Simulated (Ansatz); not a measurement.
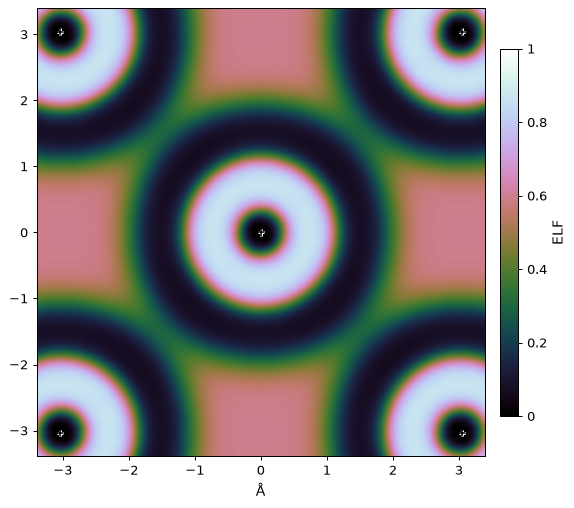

The electron localisation function on a plane through atoms (crosses mark nuclei in the plane).

These are results of Ansatz, DFT PBEsol, scalar-relativistic, plane waves, PAW, not measurements.

Candidates:
A. Hf, a = 3.61 Å, b = 3.61 Å, c = 3.25 Å, α = 90.00°, β = 90.00°, γ = 90.00°. Space group I4/mmm; changed on purpose from its base cell (strain -0.1000 x Voigt [1, 0, 0, 0, 0, 0], atoms carried along).
B. Sr, a = 6.08 Å, b = 6.08 Å, c = 6.08 Å, α = 90.00°, β = 90.00°, γ = 90.00°. Space group Fm-3m.

Q: Which candidate gave the map?

A: Candidate B: Sr on the (010) plane of the conventional cell, which holds Sr. Sr–Sr (4.30 Å): the ELF is about 0.30 at the midpoint; no shared electron pair shows on this line.
